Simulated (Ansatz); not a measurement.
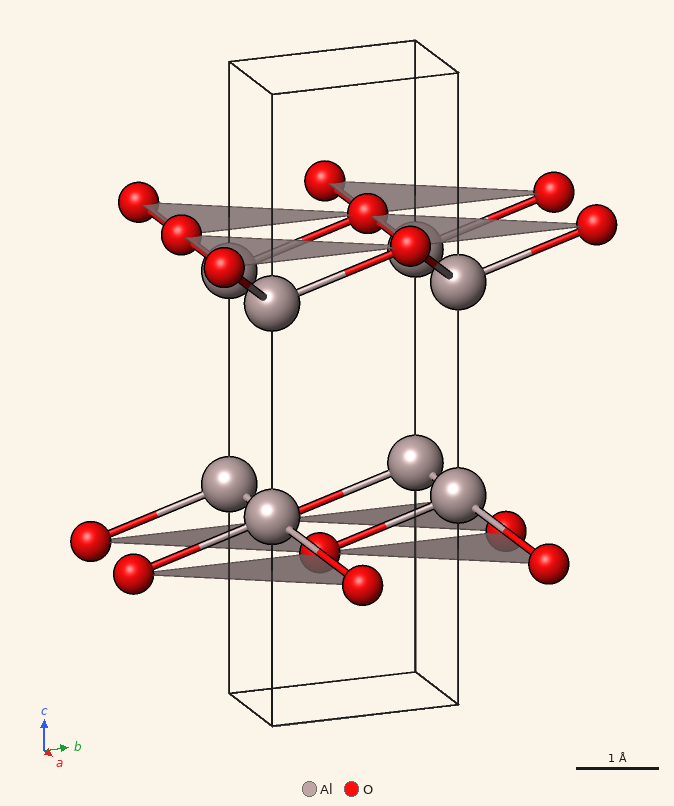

View slightly off an axis, drawn as a polyhedral model. The conventional unit cell is outlined; an atom on or near a face, edge or corner is repeated at each equivalent position. Some neighbours outside the box are added. Cell: a = 2.97 Å, b = 2.97 Å, c = 7.78 Å, α = 90.00°, β = 90.00°, γ = 120.00°.

The cell started as a structure type filled with these elements by a generator (whether the compound takes this form wasn't checked). Earlier steps of the study may have refined or changed the cell and positions. It went into a calculation with Ansatz.

**State composition, symmetry and coordination.**

It has the composition AlO. The symmetry is that of P-3m1 (No. 164), on a primitive hexagonal lattice. Content of the cell: 2 Al, 2 O (Z = 2). Al is coordinated by three O in a trigonal pyramidal arrangement at about 1.8 Å. The coordination shell of O holds three Al in a trigonal pyramidal arrangement at about 1.8 Å. Not all metal-metal contacts are counted. The bonds build AlO layers parallel to (001).

Results below were computed with Ansatz 0.2.0, DFT PBE, scalar-relativistic, plane waves, PAW; the settings were plane waves up to 420 eV, a 12×12×4 grid in reciprocal space, Gaussian smearing of 0.02 eV, no spin polarisation.

**Is the electronic structure metallic or gapped?**

A semiconductor at this level, with a gap of 1.09 eV, indirect.

**Give the Bader charge of each element.**

Al +1.75 e; O -1.75 e.

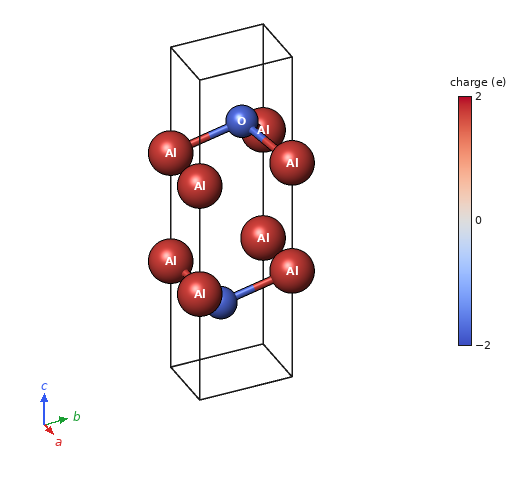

The atoms coloured by those charges. The run's cell of 4 atoms is drawn.

**Does this geometry sit at a stationary point of the energy?**

Yes. All forces vanish to within 0.01 eV/Å. The pressure is 0.0 GPa, close to zero.
